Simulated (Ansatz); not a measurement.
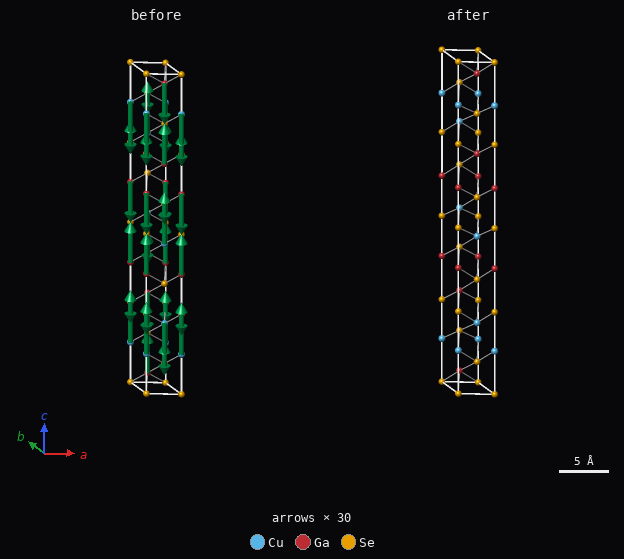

The structure of crystalline GaCuSe₂ (a generated structure, set up in R-3m) before (left) and after (right) a relaxation, at one scale. The green arrows give the displacements (the part carried along by the change of the cell is left out), 30 times their true length.

The picture is a ball-and-stick view of the conventional cell (3 times the calculation's cell), seen from a free direction. Lengths and directions refer to the drawn axes.

Theory: DFT, PBE, plane waves, PAW in Ansatz.

Input
```yaml
crystal:
  lattice:
    - [1.8214869158, 1.0516359612, 11.8979027116]
    - [-1.8214869158, 1.0516359612, 11.8979027116]
    - [0.0, -2.1032719223, 11.8979027116]
  atoms:
    - { symbol: Cu, position: [0.875, 0.875, 0.875] }
    - { symbol: Cu, position: [0.125, 0.125, 0.125] }
    - { symbol: Ga, position: [0.375, 0.375, 0.375] }
    - { symbol: Ga, position: [0.625, 0.625, 0.625] }
    - { symbol: Se, position: [0.5, 0.5, 0.5] }
    - { symbol: Se, position: [0.75, 0.75, 0.75] }
    - { symbol: Se, position: [1.0, 0.0, 0.0] }
    - { symbol: Se, position: [0.25, 0.25, 0.25] }
kpoints:
  mp_grid: { grid: [8, 8, 8] }
hamiltonian:
  xc: pbe
scf:
  occupations: { method: fermi_dirac, width: 0.02 }
relax:
  f_tol: 0.005
  cell: {}
```

Launched with:
```bash
ansatz run input.yaml --threads 2 --pin off --max-ram 29491MiB --backend cpu --events-out ev --progress --plain --runs-dir out
```

Question: What changed between the two?

Answer: The largest moves relative to the cell, 0.19 Å, are those of Cu1 and Cu2. Cu1 goes along −c. By element the largest moves are Cu 0.19 Å, Ga 0.15 Å, Se 0.08 Å. The volume changes by +10.6 %, with a = b 3.643 → 3.762 Å (+3.3 %), c 35.694 → 37.042 Å (+3.8 %). Near-neighbour distances that change, for instance: Ga3–Se7 2.576 → 2.755 Å, Cu1–Se8 2.576 → 2.732 Å, Ga3–Se6 2.576 → 2.623 Å, Cu1–Se5 2.576 → 2.557 Å. Bond angles that change, for instance: Se5–Cu1–Se8 180.0° → 174.5°, Se5–Cu1–Se5 90.0° → 94.7°, Cu1–Se5–Cu2 90.0° → 85.3°. The space group stays R-3m (No. 166). Over 6 accepted moves (7 points after the start) the energy falls by 0.557 eV per cell of the calculation. Largest force component: 0.76 eV/Å at the start, 0.0031 eV/Å at the end. Pressure: 9.19 GPa at the start and −0.01 GPa at the end. The SCF was repeated once at an unchanged geometry on a basis and grid sized afresh for the cell, which shifted the energy by 3.5 meV per cell of the calculation at most.
